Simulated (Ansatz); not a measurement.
```
Fe Co
1.0
     4.02358    0.00000    0.00000
     0.00000    4.02358    0.00000
     0.00000    0.00000    2.82771
Fe Co
3 1
Cartesian
  2.0118 2.0118 0.0000
  2.0118 0.0000 1.4139
  0.0000 2.0118 1.4139
  0.0000 0.0000 0.0000
```

Space group P4/mmm; a structure from a database of computed crystals, not necessarily the ambient phase; spin-polarised.

Computed with Ansatz 0.2.0, DFT r2SCAN, scalar-relativistic, plane waves, PAW.

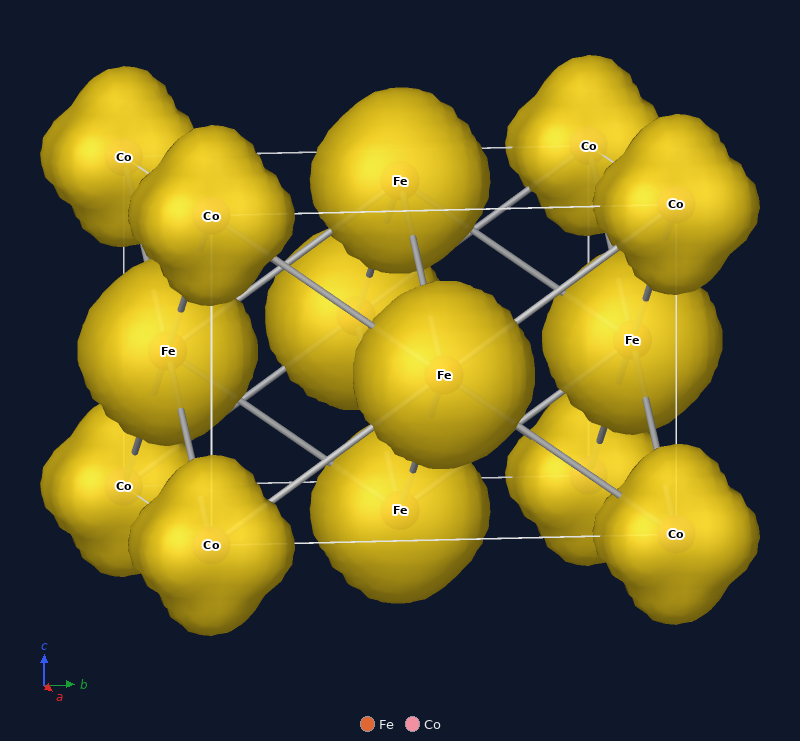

Fe3Co. Isosurface of the spin density (up minus down) at +0.3 e/Å³ (yellow), seen at an oblique angle. Sticks mark near contacts.

Core electrons are frozen (PAW), and the valence fields are smoothed inside the atomic spheres.

> Where is the spin, and how is it ordered?

The spin density sits on Fe: +2.9 μB (×2) and +2.7 μB; Co: +1.9 μB in one cell of 4 atoms: parallel main moments (a ferromagnetic arrangement) in this solution. The cell of the calculation (4 atoms) carries 9.8 μB of net spin moment.
